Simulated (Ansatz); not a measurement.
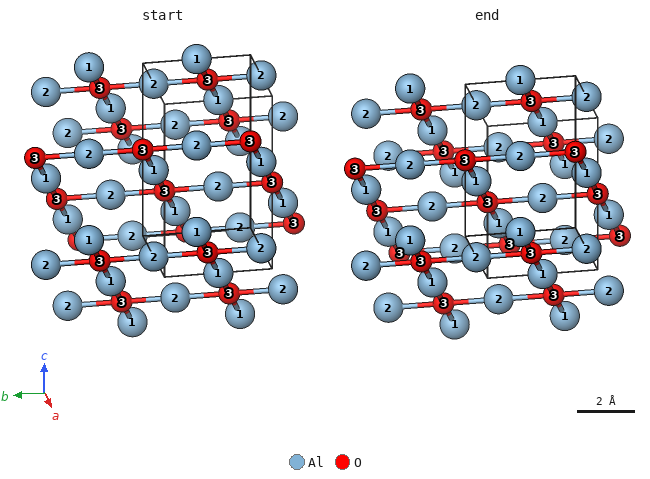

The structure of crystalline Al2O (a generated structure, set up in I4/mmm) (coarse preliminary run) before (left) and after (right) a relaxation, at one scale.

A ball-and-stick model of the conventional cell (2 times the calculation's cell), repeated 2 × 2 × 1 with one cell outlined, seen from a free direction. Lengths and directions refer to the drawn axes.

The calculation used Ansatz, DFT PBE, scalar-relativistic, plane waves, PAW.

The input:
```yaml
crystal:
  lattice:
    - [-1.94061569, 1.94061569, 3.30376393]
    - [1.94061569, -1.94061569, 3.30376393]
    - [1.94061569, 1.94061569, -3.30376393]
  atoms:
    - { symbol: Al, position: [0.5, 0.0, 0.5] }
    - { symbol: Al, position: [0.0, 0.5, 0.5] }
    - { symbol: O, position: [0.5, 0.5, 0.0] }
basis:
  ecutwfc: 420
kpoints:
  mp_grid: { grid: [6, 6, 6] }
hamiltonian:
  xc: pbe
scf:
  occupations: { method: gaussian, width: 0.1 }
  lower_state_search: "off"
output:
  forces: true
  stress: true
  eigenvalues: true
relax:
  adjacent_minimum: "off"
  f_tol: 0.04
  max_steps: 70
  cell: { stress_tol: 0.4 }
```

Launched with:
```bash
ansatz run input.yaml --threads 1 --pin off --max-ram 2560MiB --backend cpu --events-out ev --progress --plain --runs-dir out
```

Q: Summarise the run.

A: The atoms keep their places relative to the cell (all moves are under 0.005 Å). The volume changes by −7.9 %, with a = b 3.881 → 3.973 Å (+2.4 %), c 6.608 → 5.809 Å (−12.1 %). Some distances before and after: Al1–O3 1.941 → 1.987 Å. The space group stays I4/mmm (No. 139). After 3 accepted moves (5 points after the start) the energy has fallen by 77.4 meV per atom. All forces vanish by symmetry, so only the cell relaxes. Pressure: −1.29 GPa at the start and −0.21 GPa at the end. The line search rejected the trial step at point 3 of the run. The SCF was repeated once at an unchanged geometry on a basis and grid sized afresh for the cell, which shifted the energy by 0.2 meV per atom at most.
